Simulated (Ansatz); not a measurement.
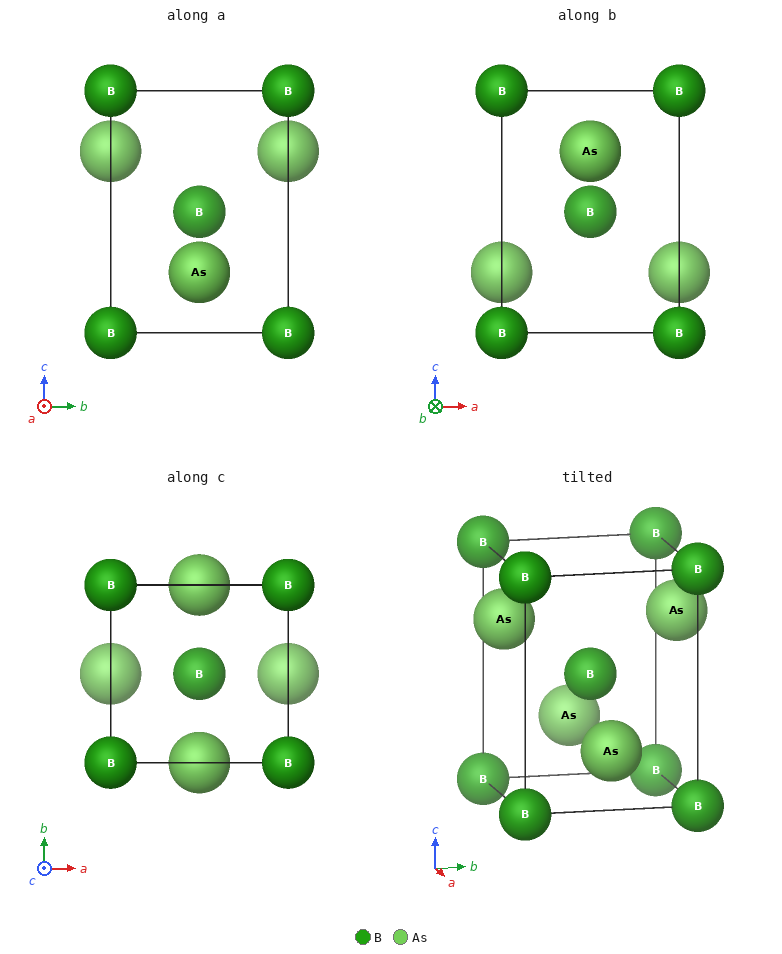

View along the a axis, along the b axis, along the c axis and slightly off an axis, drawn as a spheres-only model. The parallelepiped is the conventional unit cell.

Lattice parameters: a = 3.4672 Å, b = 3.4672 Å, c = 4.7287 Å, α = 90.000°, β = 90.000°, γ = 90.000°.

Write down what is shown as a CIF with its space group and independent sites.

```cif
data_structure
_symmetry_space_group_name_H-M 'I -4 m 2'
_symmetry_Int_Tables_number 119
_cell_length_a 3.4672
_cell_length_b 3.4672
_cell_length_c 4.7287
_cell_angle_alpha 90.000
_cell_angle_beta 90.000
_cell_angle_gamma 90.000
_cell_volume 56.85
loop_
_atom_site_label
_atom_site_type_symbol
_atom_site_symmetry_multiplicity
_atom_site_Wyckoff_symbol
_atom_site_fract_x
_atom_site_fract_y
_atom_site_fract_z
_atom_site_occupancy
B1 B 2 a 0.0000 0.0000 0.0000 1
As1 As 2 c 0.5000 0.0000 0.7500 1
```

The structure was taken from a structure type filled with these elements by a generator (whether the compound takes this form wasn't checked). The cell was then strained or its atoms displaced on purpose. It was the input of a calculation with Ansatz.

At this level of theory the cell isn't at rest (stretched, at -6 GPa), so its distances can differ from those at equilibrium, the more so the softer the solid.
